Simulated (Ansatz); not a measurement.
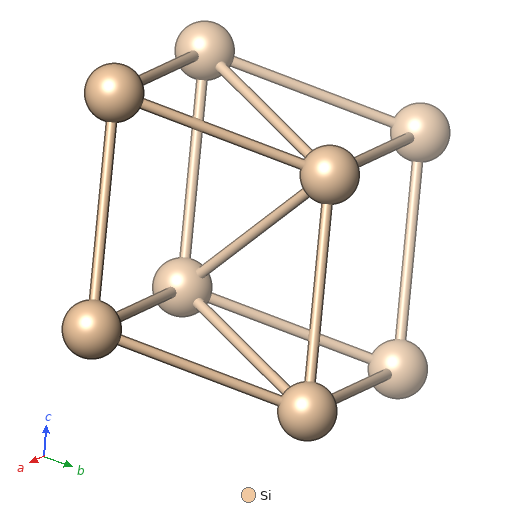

System: Si, space group I4/mmm (No. 139). The picture shows the cell.

The given structure:
```yaml
crystal:
  lattice:
    - [-1.62691, 1.62691, 1.32033]
    - [1.62691, -1.62691, 1.32033]
    - [1.62691, 1.62691, -1.32033]
  atoms:
    - { symbol: Si, position: [0.00000, 0.00000, 0.00000] }
```

How it was computed, with Ansatz 0.2.0: deformation of a crystal at fixed volume, lengths along the axis scaled against those across it, fractional coordinates fixed, by plane-wave density functional theory with PAW datasets, free energies less that of the undisturbed cell, pressure positive in compression; scalar-relativistic. Level: PBE with D3(BJ), no spin polarisation.

| setting | value |
| --- | --- |
| wave cutoff | 420 eV |
| k mesh | 26×26×26 |
| occupations | Gaussian |
| smearing width | 0.15 eV |
| k shift | (0, 0, 0) (mesh steps) |
| start | as given |
| path | tetragonal |
| axis direction | (0, 0, 1) (Cartesian unit vector) |

What does the calculation give for the energy change and pressure against relative axial ratio? The relative axial ratio takes the values 0.80, 0.85, 0.92, 0.96, 1.00, 1.05, 1.10, 1.20, 1.30.

The energy change is 158 meV/atom at relative axial ratio 0.80 and 38 meV/atom at 1.30; the lowest computed point is at relative axial ratio 1.00 (0 meV/atom); the curve passes over a maximum at 1.20 (40 meV/atom) and turns down again towards the edge of the range. The pressure goes from 6.592 GPa at relative axial ratio 0.80 to −0.727 GPa at 1.30, not monotonically, with a low of −1.748 GPa at 1.00, and changes sign near 0.91.

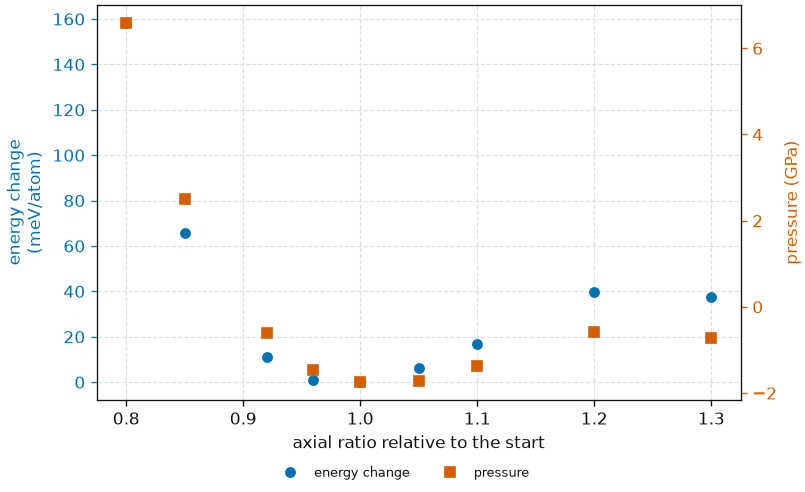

Keep in mind: reference crystal is not relaxed; shape and atomic fractions are frozen while scaling, which makes layered, chain and framework solids too stiff.
